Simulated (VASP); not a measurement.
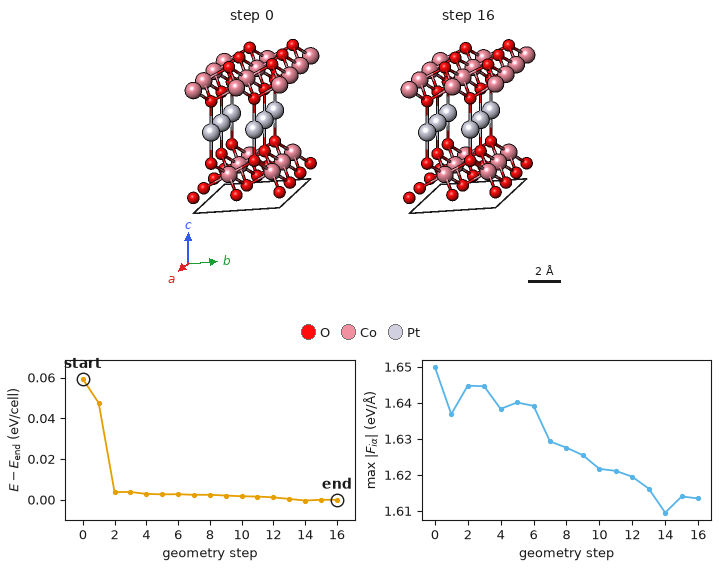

First and last geometry of a relaxation of a slab of composition Co₂PtO₄, with the history of the run. A ball-and-stick model of the 3 × 2 repeat of the cell, outlined in the plane, without the vacuum, seen slightly off an axis.

The run lets the atoms move in a fixed cell. 3 atoms are held fixed.

Theory: Kohn-Sham DFT of a periodic cell, PBE with dDsC, VASP PAW PBE potentials, recommended in VASP 6.6.1.

Input
```
ALGO = Normal
DIPOL = 0.5 0.5 0.500
EDIFF = 1E-7
EDIFFG = -0.01
ENCUT = 520
GGA = PE
IBRION = 2
IDIPOL = 3
ISIF = 2
ISMEAR = 0
ISPIN = 2
IVDW = 4
LASPH = T
LCHARG = F
LDIPOL = T
LMAXMIX = 4
LORBIT = 11
LREAL = F
LWAVE = F
MAGMOM = 0 0 0 0 2 2 0
NELM = 100
NSW = 60
PREC = Accurate
SIGMA = 0.05
```

Command:
```bash
cat potpaw_PBE.64/O/POTCAR potpaw_PBE.64/Co/POTCAR potpaw_PBE.64/Pt/POTCAR > POTCAR
mpirun -np 1 vasp_std > vasp.out
```

Read the history and describe the run.

Answer. It converged. A Co atom moves most: 0.056 Å along the normal (+c). By element the largest moves are Co 0.056 Å, O 0.022 Å, Pt 0.010 Å. The cell doesn't change. Among the contacts that change: Co–O 1.897 → 1.859 Å, Co–O 1.897 → 1.919 Å, O–Pt 2.000 → 2.010 Å. Bond angles that change, for instance: O–Co–O 180.0° → 176.9°, Co–O–Co 96.2° → 98.9°, O–Co–O 96.2° → 98.9°. Over 16 geometry steps the energy falls by 59.3 meV per cell of the calculation. The largest force component goes from 1.7 to 1.6 eV/Å. It ran on 1 thread of Intel(R) Xeon(R) Platinum 8488C (Sapphire Rapids) (shared host).

Limits of the set-up: only the magnetic order of this start and cell was tried (total moment 1.1 μB per cell).
